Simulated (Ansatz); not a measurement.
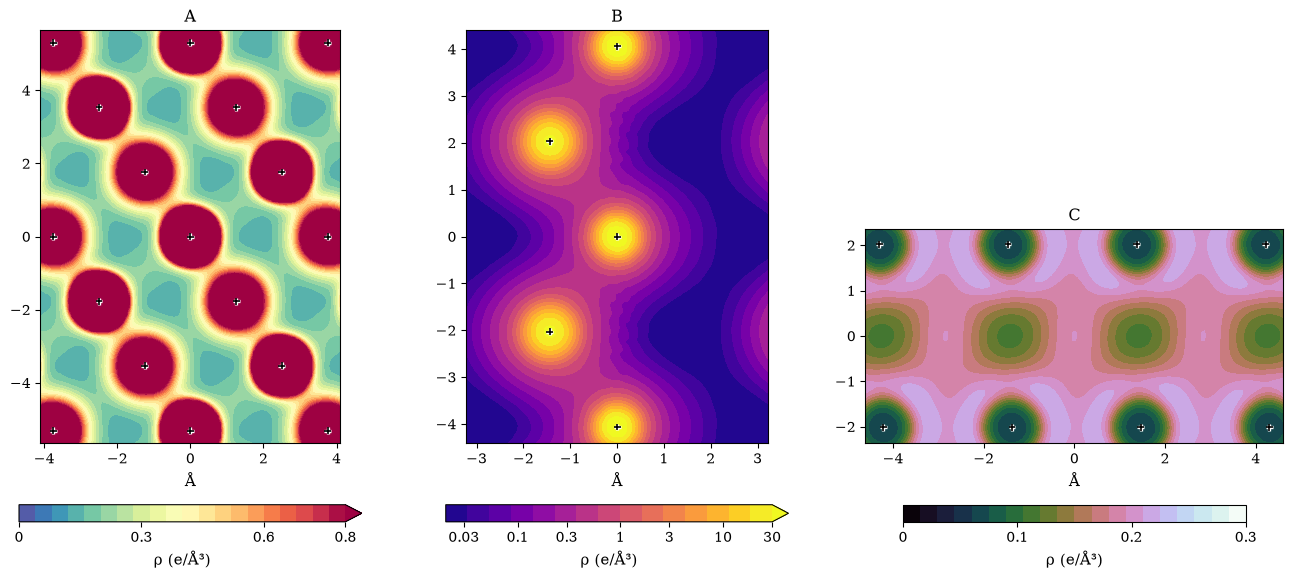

The valence electron density of 3 systems, each on a plane through atoms (crosses mark nuclei in the plane).

These are results of Ansatz, DFT PBE, scalar-relativistic, plane waves, PAW, not measurements.

System 1: GaAs, the (011) plane of the conventional cell. Space group F-43m.

```yaml
crystal:
  lattice:
    - [5.74538, 0.00000, 0.00000]
    - [0.00000, 0.00000, -5.74538]
    - [0.00000, 5.74538, 0.00000]
  atoms:
    - { symbol: Ga, position: [0.50000, 0.50000, 0.00000] }
    - { symbol: Ga, position: [0.00000, 0.50000, 0.50000] }
    - { symbol: Ga, position: [0.00000, 0.00000, 0.00000] }
    - { symbol: Ga, position: [0.50000, 0.00000, 0.50000] }
    - { symbol: As, position: [0.75000, 0.75000, 0.25000] }
    - { symbol: As, position: [0.25000, 0.75000, 0.75000] }
    - { symbol: As, position: [0.25000, 0.25000, 0.25000] }
    - { symbol: As, position: [0.75000, 0.25000, 0.75000] }
```

System 2: Al, the (110) plane of the calculation cell. Space group C2/m.

System 3: TiC, the (110) plane of the calculation cell. Space group Fm-3m; a generated structure, not necessarily the stable one; computed without spin polarisation.

```
CELL_PARAMETERS angstrom
3.06361 0.00000 0.00000
-1.53181 2.65317 0.00000
0.00000 0.00000 7.50581
ATOMIC_POSITIONS crystal
Ti 0.00000 0.00000 0.00000
C 0.66667 0.33333 0.16667
Ti 0.33333 0.66667 0.33333
C 0.00000 0.00000 0.50000
Ti 0.66667 0.33333 0.66667
C 0.33333 0.66667 0.83333
```

Match each panel to its system.

Answer. Panel A is system 3, TiC: the plane holds Ti and C. Ti–C (2.17 Å): the density is about 0.51 e/Å³ at the midpoint. Panel B is system 1, GaAs: the plane holds Ga and As. Ga–As (2.49 Å): the density is about 0.47 e/Å³ at the midpoint. Panel C is system 2, Al: the plane holds Al. Al–Al (2.84 Å): ρ at the midpoint is about 0.21 e/Å³.
